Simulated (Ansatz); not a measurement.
Geometry relaxation, with input and output: HfO₂ (part 3 of 3)

HfO₂ (P2₁2₁2, 12 atoms in the cell); DFT LDA, scalar-relativistic, plane waves, PAW (Ansatz 0.2.0); cutoff 420 eV, 6×6×6 k-mesh, Gaussian smearing of 0.02 eV. The structure derives from a Materials Project entry. The run did not end well.

Geometry of the input (Å; fractional positions):
```
5.0803  0.0000  0.0000
0.0000  5.1649  0.0000
0.0000  0.0000  4.8909
Hf 0.2774  0.2818  0.7279
Hf 0.7774  0.2182  0.2721
Hf 0.7226  0.7182  0.7279
Hf 0.2226  0.7818  0.2721
O  0.5000  0.5000  0.4244
O  0.0000  0.0000  0.5756
O  0.5000  0.0000  0.5109
O  0.0000  0.5000  0.4891
O  0.3132  0.6636  0.8955
O  0.8132  0.8364  0.1045
O  0.6868  0.3364  0.8955
O  0.1868  0.1636  0.1045
```

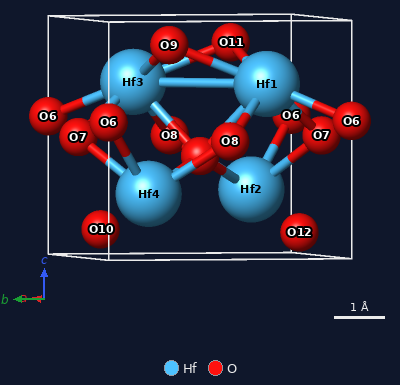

**Figure 1.** The geometry at step 6 of the log (ball-and-stick view of the cell of the calculation, seen at an oblique angle; atoms are numbered from 1 in the order of the input).

### Output, continued
```
  k-point 1: bands = ["-44.4002", "-44.3743", "-44.3707", "-44.3707", "-13.5716", "-13.5652", "-13.5498", "-13.2661", "-13.2659", "-13.1887", "-13.1885", "-13.1797", "-13.1757", "-13.0769", "-12.9611", "-12.9610", "-2.3596", "-0.9297", "-0.7120", "-0.6140", "-0.0107", "-0.0105", "0.2169", "0.3838", "5.6532", "5.6532", "5.6706", "5.6724", "5.6753", "5.6755", "5.6842", "5.6909", "5.6909", "5.6931", "5.6937", "5.7062", "5.7063", "5.7120", "5.7181", "5.7199", "5.7199", "5.7199", "5.7218", "5.7368", "5.7405", "5.7405", "5.7476", "5.7514", "5.7673", "5.7732", "5.7733", "5.8319", "10.3121", "10.4096", "10.4106", "11.2207", "11.2210", "11.6504", "11.8399", "12.2071", "12.4069", "13.1069", "13.2953", "13.2968", "13.4432", "13.4461", "14.0113", "14.2567", "14.2821", "14.2856", "14.6938", "14.9876", "14.9882", "15.3564", "15.7814", "15.7822", "20.1075", "20.2354", "21.1442", "21.4430", "21.4438", "21.4785", "22.0707", "22.8455", "22.8471", "23.1029", "23.2591", "23.7584", "23.9700", "23.9736", "24.1690", "24.5073"]
  k-point 2: bands = ["-44.3969", "-44.3776", "-44.3707", "-44.3707", "-13.5418", "-13.5050", "-13.4712", "-13.2648", "-13.2646", "-13.2409", "-13.2117", "-13.1794", "-13.1793", "-13.1792", "-12.9779", "-12.9779", "-2.0413", "-0.9265", "-0.6905", "-0.4739", "-0.1223", "0.0544", "0.0546", "0.2161", "5.6563", "5.6563", "5.6679", "5.6681", "5.6753", "5.6754", "5.6892", "5.6903", "5.6903", "5.6905", "5.7011", "5.7079", "5.7080", "5.7086", "5.7156", "5.7157", "5.7182", "5.7207", "5.7246", "5.7270", "5.7395", "5.7395", "5.7473", "5.7503", "5.7778", "5.7779", "5.7822", "5.8197", "10.2149", "10.2157", "10.6939", "11.1379", "11.1385", "11.5694", "11.7668", "12.0175", "12.4738", "12.8726", "12.8737", "13.2380", "13.8350", "13.8374", "14.0453", "14.2508", "14.3444", "14.3482", "14.7123", "14.8837", "15.2104", "15.2118", "15.8401", "15.8408", "19.7353", "20.8990", "21.0567", "21.4004", "21.4346", "21.4355", "21.8996", "22.5462", "22.5470", "23.0483", "23.1245", "23.8593", "23.8630", "24.0269", "24.3888", "24.7176"]
  k-point 63: bands = ["-44.3830", "-44.3830", "-44.3748", "-44.3748", "-13.6087", "-13.6087", "-13.5879", "-13.5879", "-13.1518", "-13.1518", "-13.0892", "-13.0892", "-13.0781", "-13.0781", "-12.9813", "-12.9813", "-1.2933", "-1.2933", "-0.9155", "-0.9155", "0.1466", "0.1466", "0.1613", "0.1613", "5.6549", "5.6549", "5.6613", "5.6613", "5.6743", "5.6743", "5.6931", "5.6931", "5.7001", "5.7001", "5.7077", "5.7077", "5.7130", "5.7130", "5.7148", "5.7148", "5.7290", "5.7290", "5.7302", "5.7302", "5.7346", "5.7346", "5.7430", "5.7430", "5.7601", "5.7601", "5.7713", "5.7713", "11.0144", "11.0144", "11.1581", "11.1581", "11.3240", "11.3240", "11.7320", "11.7320", "12.1288", "12.1288", "13.0298", "13.0298", "13.8114", "13.8114", "14.1689", "14.1689", "14.3031", "14.3031", "14.3775", "14.3775", "14.4338", "14.4338", "15.7017", "15.7017", "20.8763", "20.8763", "21.1264", "21.1264", "21.2329", "21.2329", "21.6528", "21.6528", "22.9527", "22.9527", "23.3906", "23.3906", "23.9156", "23.9156", "25.0380", "25.0380"]
End of that report.
Error: SIGTERM received: cancelled by the caller after 1 completed SCF iterations
```

### Trajectory as extended XYZ (Å, eV, eV/Å), 11 frames, from step=1 to step=11
```
12
Lattice="5.0803 0.0000 0.0000 0.0000 5.1649 0.0000 0.0000 0.0000 4.8909" Properties=species:S:1:pos:R:3:forces:R:3 step=1 energy=-66371.80224 pressure_GPa=-5.26
Hf    1.4093    1.4555    3.5602   -0.0157  -0.0018  -0.0026
Hf    3.9495    1.1270    1.3307   -0.0157   0.0018   0.0026
Hf    3.6710    3.7094    3.5602    0.0157   0.0018  -0.0026
Hf    1.1308    4.0379    1.3307    0.0157  -0.0018   0.0026
O     2.5402    2.5824    2.0756    0.0000   0.0000   0.0010
O     0.0000    0.0000    2.8153    0.0000   0.0000  -0.0010
O     2.5402    0.0000    2.4990    0.0000   0.0000  -0.0134
O     0.0000    2.5824    2.3919    0.0000   0.0000   0.0134
O     1.5911    3.4277    4.3796    0.0691  -0.0569  -0.0125
O     4.1312    4.3196    0.5113    0.0691   0.0569   0.0125
O     3.4892    1.7372    4.3796   -0.0691   0.0569  -0.0125
O     0.9491    0.8452    0.5113   -0.0691  -0.0569   0.0125
12
Lattice="5.0321 0.0000 0.0000 0.0000 5.1301 0.0000 0.0000 0.0000 4.8399" Properties=species:S:1:pos:R:3:forces:R:3 step=2 energy=-66371.86520 pressure_GPa=1.51
Hf    1.3938    1.4463    3.5257   -0.0399  -0.0698  -0.1352
Hf    3.9098    1.1188    1.3142   -0.0399   0.0698   0.1352
Hf    3.6384    3.6838    3.5257    0.0399   0.0698  -0.1352
Hf    1.1223    4.0113    1.3142    0.0399  -0.0698   0.1352
O     2.5161    2.5650    2.0456    0.0000   0.0000  -0.1033
O     0.0000    0.0000    2.7943    0.0000   0.0000   0.1033
O     2.5161    0.0000    2.4753    0.0000   0.0000  -0.0105
O     0.0000    2.5650    2.3646    0.0000   0.0000   0.0105
O     1.5724    3.4121    4.3172    0.0448  -0.0104   0.0077
O     4.0884    4.2829    0.5227    0.0448   0.0104  -0.0077
O     3.4598    1.7179    4.3172   -0.0448   0.0104   0.0077
O     0.9437    0.8471    0.5227   -0.0448  -0.0104  -0.0077
12
Lattice="5.0368 0.0000 0.0000 0.0000 5.1335 0.0000 0.0000 0.0000 4.8598" Properties=species:S:1:pos:R:3:forces:R:3 step=3 energy=-66371.86599 pressure_GPa=0.13
Hf    1.3944    1.4455    3.5371   -0.0114  -0.0258   0.0360
Hf    3.9128    1.1213    1.3226   -0.0114   0.0258  -0.0360
Hf    3.6424    3.6880    3.5371    0.0114   0.0258   0.0360
Hf    1.1240    4.0123    1.3226    0.0114  -0.0258  -0.0360
O     2.5184    2.5668    2.0546    0.0000   0.0000  -0.0374
O     0.0000    0.0000    2.8051    0.0000   0.0000   0.0374
O     2.5184    0.0000    2.4839    0.0000   0.0000  -0.0125
O     0.0000    2.5668    2.3759    0.0000   0.0000   0.0125
O     1.5787    3.4097    4.3437    0.0056   0.0160  -0.0318
O     4.0971    4.2907    0.5161    0.0056  -0.0160   0.0318
O     3.4580    1.7239    4.3437   -0.0056  -0.0160  -0.0318
O     0.9397    0.8429    0.5161   -0.0056   0.0160   0.0318
12
Lattice="5.0371 0.0000 0.0000 0.0000 5.1336 0.0000 0.0000 0.0000 4.8600" Properties=species:S:1:pos:R:3:forces:R:3 step=4 energy=-66371.86635 pressure_GPa=0.01
Hf    1.3943    1.4450    3.5383   -0.0061  -0.0222   0.0036
Hf    3.9128    1.1218    1.3217   -0.0061   0.0222  -0.0036
Hf    3.6428    3.6886    3.5383    0.0061   0.0222   0.0036
Hf    1.1243    4.0117    1.3217    0.0061  -0.0222  -0.0036
O     2.5185    2.5668    2.0538    0.0000   0.0000  -0.0286
O     0.0000    0.0000    2.8062    0.0000   0.0000   0.0286
O     2.5185    0.0000    2.4833    0.0000   0.0000  -0.0096
O     0.0000    2.5668    2.3766    0.0000   0.0000   0.0096
O     1.5788    3.4107    4.3419    0.0089   0.0144  -0.0095
O     4.0974    4.2896    0.5181    0.0089  -0.0144   0.0095
O     3.4582    1.7229    4.3419   -0.0089  -0.0144  -0.0095
O     0.9397    0.8439    0.5181   -0.0089   0.0144   0.0095
12
Lattice="5.0483 0.0000 0.0000 0.0000 5.1200 0.0000 0.0000 0.0000 4.8610" Properties=species:S:1:pos:R:3:forces:R:3 step=5 energy=-66371.86776 pressure_GPa=0.02
Hf    1.4007    1.4386    3.5394    0.0010  -0.0108   0.0079
Hf    3.9249    1.1214    1.3216    0.0010   0.0108  -0.0079
Hf    3.6476    3.6814    3.5394   -0.0010   0.0108   0.0079
Hf    1.1234    3.9987    1.3216   -0.0010  -0.0108  -0.0079
O     2.5242    2.5600    2.0531    0.0000   0.0000  -0.0271
O     0.0000    0.0000    2.8079    0.0000   0.0000   0.0271
O     2.5242    0.0000    2.4709    0.0000   0.0000  -0.0062
O     0.0000    2.5600    2.3901    0.0000   0.0000   0.0062
O     1.5962    3.4151    4.3419    0.0141   0.0028  -0.0120
O     4.1203    4.2649    0.5191    0.0141  -0.0028   0.0120
O     3.4522    1.7049    4.3419   -0.0141  -0.0028  -0.0120
O     0.9280    0.8551    0.5191   -0.0141   0.0028   0.0120
12
Lattice="5.0642 0.0000 0.0000 0.0000 5.1073 0.0000 0.0000 0.0000 4.8570" Properties=species:S:1:pos:R:3:forces:R:3 step=6 energy=-66371.86905 pressure_GPa=-0.00
Hf    1.4105    1.4316    3.5367    0.0018   0.0011   0.0054
Hf    3.9426    1.1221    1.3203    0.0018  -0.0011  -0.0054
Hf    3.6537    3.6757    3.5367   -0.0018  -0.0011   0.0054
Hf    1.1216    3.9852    1.3203   -0.0018   0.0011  -0.0054
O     2.5321    2.5536    2.0466    0.0000   0.0000  -0.0032
O     0.0000    0.0000    2.8104    0.0000   0.0000   0.0032
O     2.5321    0.0000    2.4497    0.0000   0.0000  -0.0013
O     0.0000    2.5536    2.4073    0.0000   0.0000   0.0013
O     1.6230    3.4252    4.3362   -0.0005   0.0046   0.0063
O     4.1551    4.2357    0.5208   -0.0005  -0.0046  -0.0063
O     3.4411    1.6820    4.3362    0.0005  -0.0046   0.0063
O     0.9090    0.8716    0.5208    0.0005   0.0046  -0.0063
12
Lattice="5.0755 0.0000 0.0000 0.0000 5.0981 0.0000 0.0000 0.0000 4.8556" Properties=species:S:1:pos:R:3:forces:R:3 step=7 energy=-66371.86904 pressure_GPa=-0.02
Hf    1.4170    1.4278    3.5358   -0.0085  -0.0076  -0.0089
Hf    3.9547    1.1213    1.3198   -0.0085   0.0076   0.0089
Hf    3.6585    3.6704    3.5358    0.0085   0.0076  -0.0089
Hf    1.1207    3.9768    1.3198    0.0085  -0.0076   0.0089
O     2.5377    2.5491    2.0441    0.0000   0.0000   0.0066
O     0.0000    0.0000    2.8114    0.0000   0.0000  -0.0066
O     2.5377    0.0000    2.4384    0.0000   0.0000  -0.0032
O     0.0000    2.5491    2.4172    0.0000   0.0000   0.0032
O     1.6390    3.4301    4.3350   -0.0046   0.0034   0.0036
O     4.1767    4.2171    0.5206   -0.0046  -0.0034  -0.0036
O     3.4365    1.6680    4.3350    0.0046  -0.0034   0.0036
O     0.8988    0.8810    0.5206    0.0046   0.0034  -0.0036
12
Lattice="5.0747 0.0000 0.0000 0.0000 5.0989 0.0000 0.0000 0.0000 4.8549" Properties=species:S:1:pos:R:3:forces:R:3 step=8 energy=-66371.86917 pressure_GPa=0.01
Hf    1.4161    1.4275    3.5350    0.0011   0.0013   0.0019
Hf    3.9534    1.1219    1.3199    0.0011  -0.0013  -0.0019
Hf    3.6587    3.6714    3.5350   -0.0011  -0.0013   0.0019
Hf    1.1213    3.9770    1.3199   -0.0011   0.0013  -0.0019
O     2.5374    2.5495    2.0448    0.0000   0.0000  -0.0016
O     0.0000    0.0000    2.8102    0.0000   0.0000   0.0016
O     2.5374    0.0000    2.4385    0.0000   0.0000   0.0009
O     0.0000    2.5495    2.4165    0.0000   0.0000  -0.0009
O     1.6376    3.4300    4.3343   -0.0012   0.0016   0.0019
O     4.1750    4.2184    0.5206   -0.0012  -0.0016  -0.0019
O     3.4371    1.6690    4.3343    0.0012  -0.0016   0.0019
O     0.8998    0.8805    0.5206    0.0012   0.0016  -0.0019
12
Lattice="5.0747 0.0000 0.0000 0.0000 5.0989 0.0000 0.0000 0.0000 4.8549" Properties=species:S:1:pos:R:3:forces:R:3 step=9 energy=-66371.85220 pressure_GPa=-0.20
Hf    1.4161    1.4275    3.5350    0.0007   0.0006   0.0026
Hf    3.9534    1.1219    1.3199    0.0007  -0.0006  -0.0026
Hf    3.6587    3.6714    3.5350   -0.0007  -0.0006   0.0026
Hf    1.1213    3.9770    1.3199   -0.0007   0.0006  -0.0026
O     2.5374    2.5495    2.0448    0.0000   0.0000  -0.0023
O     0.0000    0.0000    2.8102    0.0000   0.0000   0.0023
O     2.5374    0.0000    2.4385    0.0000   0.0000   0.0009
O     0.0000    2.5495    2.4165    0.0000   0.0000  -0.0009
O     1.6376    3.4300    4.3343   -0.0015   0.0020   0.0030
O     4.1750    4.2184    0.5206   -0.0015  -0.0020  -0.0030
O     3.4371    1.6690    4.3343    0.0015  -0.0020   0.0030
O     0.8998    0.8805    0.5206    0.0015   0.0020  -0.0030
12
Lattice="5.0784 0.0000 0.0000 0.0000 5.0910 0.0000 0.0000 0.0000 4.8536" Properties=species:S:1:pos:R:3:forces:R:3 step=10 energy=-66371.85334 pressure_GPa=0.08
Hf    1.4182    1.4243    3.5343   -0.0013  -0.0014  -0.0061
Hf    3.9574    1.1212    1.3193   -0.0013   0.0014   0.0061
Hf    3.6602    3.6667    3.5343    0.0013   0.0014  -0.0061
Hf    1.1210    3.9698    1.3193    0.0013  -0.0014   0.0061
O     2.5392    2.5455    2.0437    0.0000   0.0000  -0.0021
O     0.0000    0.0000    2.8099    0.0000   0.0000   0.0021
O     2.5392    0.0000    2.4329    0.0000   0.0000  -0.0004
O     0.0000    2.5455    2.4206    0.0000   0.0000   0.0004
O     1.6437    3.4303    4.3327    0.0009   0.0002  -0.0015
O     4.1829    4.2062    0.5209    0.0009  -0.0002   0.0015
O     3.4348    1.6607    4.3327   -0.0009  -0.0002  -0.0015
O     0.8956    0.8848    0.5209   -0.0009   0.0002   0.0015
12
Lattice="5.0850 0.0000 0.0000 0.0000 5.0862 0.0000 0.0000 0.0000 4.8540" Properties=species:S:1:pos:R:3:forces:R:3 step=11 energy=-66371.85292 pressure_GPa=-0.04 accepted=F
Hf    1.4213    1.4219    3.5340   -0.0002  -0.0002   0.0224
Hf    3.9638    1.1212    1.3201   -0.0002   0.0002  -0.0224
Hf    3.6637    3.6643    3.5340    0.0002   0.0002   0.0224
Hf    1.1212    3.9650    1.3201    0.0002  -0.0002  -0.0224
O     2.5425    2.5431    2.0432    0.0000   0.0000   0.0058
O     0.0000    0.0000    2.8108    0.0000   0.0000  -0.0058
O     2.5425    0.0000    2.4277    0.0000   0.0000  -0.0010
O     0.0000    2.5431    2.4264    0.0000   0.0000   0.0010
O     1.6522    3.4325    4.3331   -0.0051   0.0045   0.0057
O     4.1947    4.1968    0.5209   -0.0051  -0.0045  -0.0057
O     3.4328    1.6537    4.3331    0.0051  -0.0045   0.0057
O     0.8903    0.8894    0.5209    0.0051   0.0045  -0.0057
```
